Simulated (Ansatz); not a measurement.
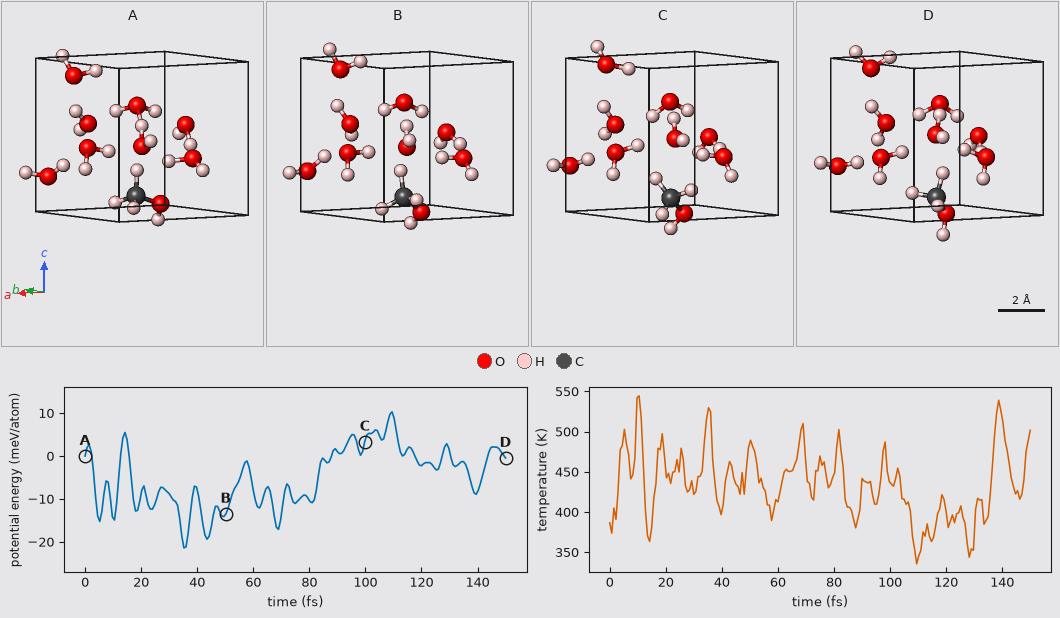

A Born-Oppenheimer molecular dynamics run of a periodic cell with 8 H2O + 1 CH3OH at 0.953 g/cm³, 150 fs long. It starts from the last geometry of an earlier run, with fresh velocities. Frames (A at 0 fs, B at 50 fs, C at 100 fs, D at 150 fs) and the history of the run. Style: ball-and-stick. Shown: the simulation cell, from a free direction. Atoms that leave the cell re-enter on the other side.

Method: Ansatz, DFT LDA, scalar-relativistic, plane waves, PAW. Settings: plane-wave cutoff 420 eV; k-point mesh 1 × 1 × 1; Fermi-Dirac smearing 0.05 eV; low-accuracy preset; Langevin thermostat (NVT); set temperature 400 K; time step 0.75 fs; H given the mass 2.014 u; friction 0.02 per fs.

Describe the run.

Answer. In the second half of the run the atoms are, in the root-mean-square, this far from where they began (common drift taken out): H 0.77 Å, O 0.51 Å, C 0.31 Å. The heavy atoms stay within a fraction of a molecule's size of their starting places; so short a run doesn't tell a liquid from a solid. Bond changes: one H–O bond breaks at about 56 fs. Over the second half the temperature averages 422 K (spread ±43 K). The potential energy in the second half lies on average 0.5 meV per atom below the first frame. The self-consistency threshold is loose, so the forces are noisy.

Limits of the set-up: the program's low-accuracy preset was used; masses were changed (H 2.014 u), which shifts the vibrations; the periodic images lie only 6.7 Å apart, so the values are limited by the cell's size.

The run took 120 s on 1 thread of Arm Neoverse V1, on a shared host, peak memory 0.33 GiB.
